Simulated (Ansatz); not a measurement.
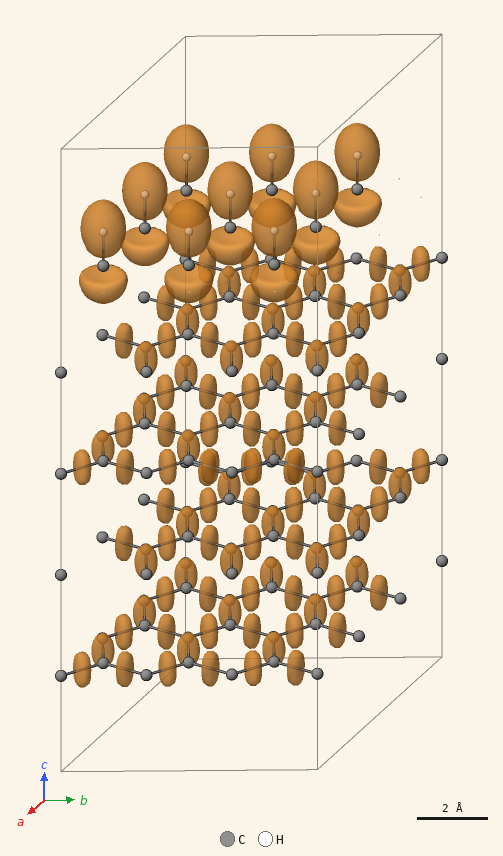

Figure. HC₉ (slab). Isosurface of the electron localisation function at 0.85 (orange), seen at an oblique angle. Core shells and regions of very low density are left out. Sticks mark near contacts.

Computed without spin polarisation.

The calculation used DFT PBE+D3(BJ), scalar-relativistic, plane waves, PAW in Ansatz 0.2.0.

In a PAW calculation such maps are meaningful between the atoms, not at the nuclei.

### Describe the localisation domains.

The ELF exceeds this value in twelve regions between bonded C–C atoms, one region around a hydrogen nucleus and one lobe on C, pointing away from the bonds (lone pairs), counted in one cell of 10 atoms. Counts are for one cell; the picture repeats the cell along the surface.

Values along the shortest contacts:
C–H (1.12 Å): the ELF is about 1 at the midpoint: an ordinary covalent bond to hydrogen. C–C (1.42 Å): the ELF peaks at about 0.95 between the atoms.
